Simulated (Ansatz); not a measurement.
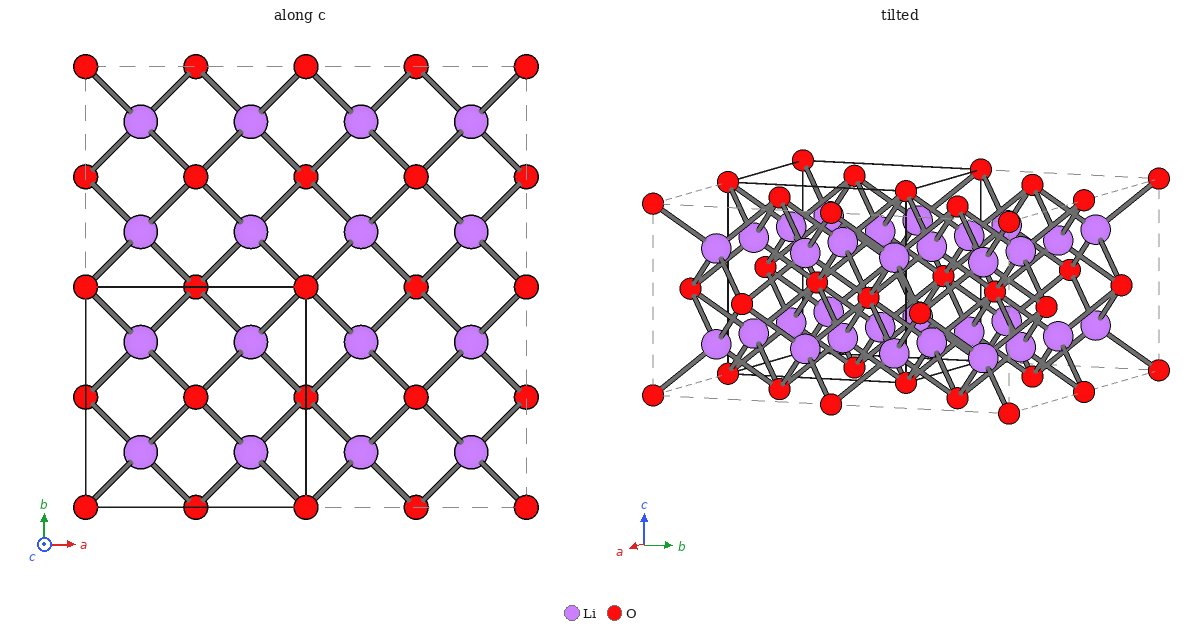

Ball-and-stick drawing of the structure, looking along the c axis and slightly off an axis. Solid lines give the conventional unit cell, repeated here 2×2×1 times.

Li$_{2}$O, space group Fm-3m (No. 225), a = 4.63 Å, b = 4.63 Å, c = 4.63 Å, α = 90.00°, β = 90.00°, γ = 90.00°.

Calculation details: DFT r2SCAN, scalar-relativistic, plane waves, PAW (Ansatz); a cutoff energy of 500 eV, k-points about 0.29 Å⁻¹ apart, Gaussian smearing of 0.02 eV, no spin polarisation.

Q: Predict the gap.

A: An insulator at this level, with a gap of 5.69 eV, indirect; the smallest direct gap is 5.93 eV.

The cell started as a structure type filled with these elements by a generator (whether the compound takes this form wasn't checked). Earlier steps of the study may have refined or changed the cell and positions. Ansatz was used for an electronic-structure calculation on it.
